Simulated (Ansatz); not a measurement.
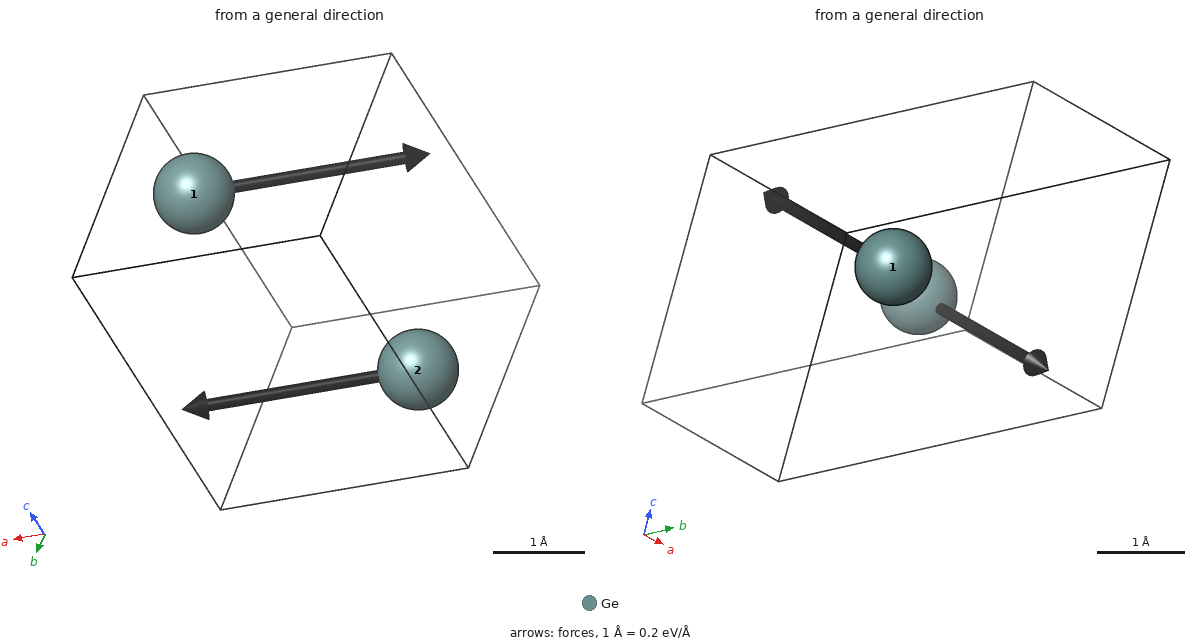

A spheres-only rendering, viewed from two general directions. Thin lines show the cell (the run's own, in a reduced setting), with boundary atoms drawn in all their periodic places. The arrows are the computed forces on the atoms.

System: Ge. The calculation used Ansatz, DFT PBEsol, scalar-relativistic, plane waves, PAW, with a kinetic-energy cutoff of 420 eV, k-points about 0.11 Å⁻¹ apart, Gaussian smearing of 0.15 eV, no spin polarisation.

Is the structure at rest?

No. The atoms still feel forces of up to about 0.45 eV/Å, far above a usual threshold of 0.01 to 0.03 eV/Å.

Name the atom under the greatest force.

Ge1 and Ge2, about 0.45 eV/Å.

Provenance: a structure listed in the Materials Project. The cell was then strained or its atoms displaced on purpose. It went into a calculation with Ansatz.
